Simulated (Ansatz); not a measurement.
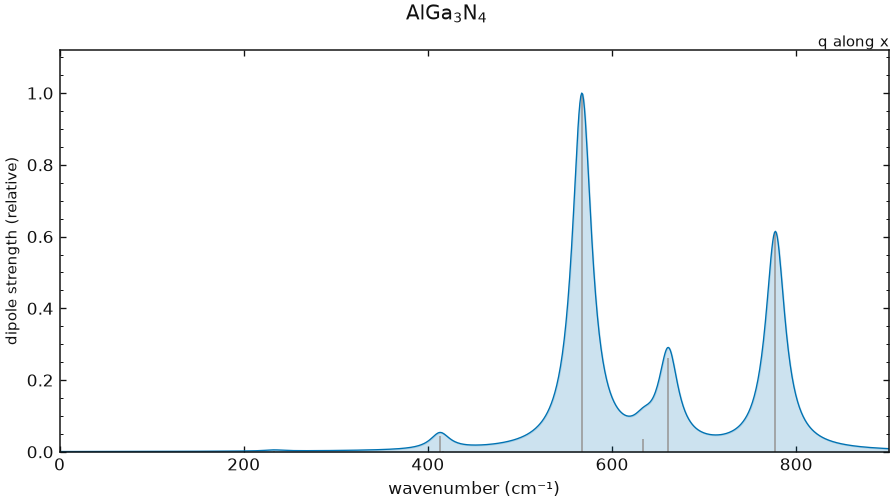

The picture above shows the polar optical modes, transverse and longitudinal, approaching the zone centre along x for AlGa₃N₄, space group P-43m (No. 215). Lines are broadened by Lorentzians of 26 cm⁻¹ full width; the spectrum is scaled to its strongest line.

Structure:
```
CELL_PARAMETERS angstrom
4.45237 0.00000 0.00000
0.00000 4.45237 0.00000
0.00000 0.00000 4.45237
ATOMIC_POSITIONS crystal
Al 0.00000 0.00000 0.00000
Ga 0.50000 0.50000 0.00000
Ga 0.50000 0.00000 0.50000
Ga 0.00000 0.50000 0.50000
N 0.75504 0.75504 0.24496
N 0.75504 0.24496 0.75504
N 0.24496 0.75504 0.75504
N 0.24496 0.24496 0.24496
```

Computed with Ansatz 0.2.0: optical phonons of an insulator on the approach to the zone centre along x, y and z with the field of polar modes, imaginary frequencies are negative, field response on a mesh refined by the program; plane waves with PAW datasets. Level: PBEsol, no spin polarisation.

wave cutoff 420 eV; k mesh 6×6×6; occupations fixed; pressure 2 GPa.

### Which of the stronger lines are transverse and which longitudinal?

The transverse (TO, twofold) lines lie at 413.0, 567.3 and 661.2 and the longitudinal (LO) ones at 634.1 and 777.4 cm⁻¹, the same along x, y and z by the cubic symmetry.

Caveats: field response not converged on the k mesh.
